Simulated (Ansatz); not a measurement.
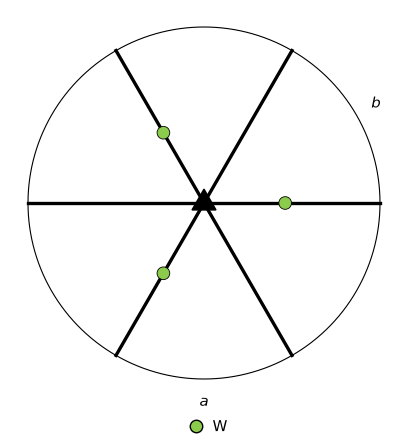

For WS2, the geometry relaxed with Ansatz 0.2.0, DFT PBE, scalar-relativistic, plane waves, PAW: directions from one sulfur atom at (1/3, 2/3, 0.263) to its bonded neighbours, in stereographic projection down c (filled: above the plane of the page or in it, open: below). Symmetry computed with spglib at a tolerance of 0.002 Å; standard conventional cell.

Neighbours are counted up to 3.10 Å for W. The symmetry elements of the site are drawn in: heavy lines are mirror planes (a heavy rim: a mirror in the plane of the page); lens, triangle, square and hexagon are 2-, 3-, 4- and 6-fold axes, a lens in an open square is −4, a triangle in an open hexagon −6; thin dashed diameters join the ends of axes that lie in the page; a small open circle marks inversion.

```yaml
crystal:
  lattice:
    - [3.18775, 0.00000, 0.00000]
    - [-1.59387, 2.76067, 0.00000]
    - [0.00000, 0.00000, 22.42334]
  atoms:
    - { symbol: W, position: [0.66667, 0.33333, 0.33266] }
    - { symbol: S, position: [0.33333, 0.66667, 0.26259] }
    - { symbol: S, position: [0.66667, 0.33333, 0.06939] }
    - { symbol: W, position: [0.33333, 0.66667, 0.66599] }
    - { symbol: S, position: [0.00000, 0.00000, 0.59593] }
    - { symbol: S, position: [0.33333, 0.66667, 0.40272] }
    - { symbol: W, position: [0.00000, 0.00000, 0.99932] }
    - { symbol: S, position: [0.66667, 0.33333, 0.92926] }
    - { symbol: S, position: [0.00000, 0.00000, 0.73605] }
```

How many neighbours are there, and at what angles?

3: 3 W at 2.42 Å. Angles between bonds: 82° (3×).

What is the site's symmetry in the crystal?

Point group 3m (C3v), order 6: one threefold axis, three mirror planes. In R3m (No. 160, hexagonal axes) this is Wyckoff position 3a.
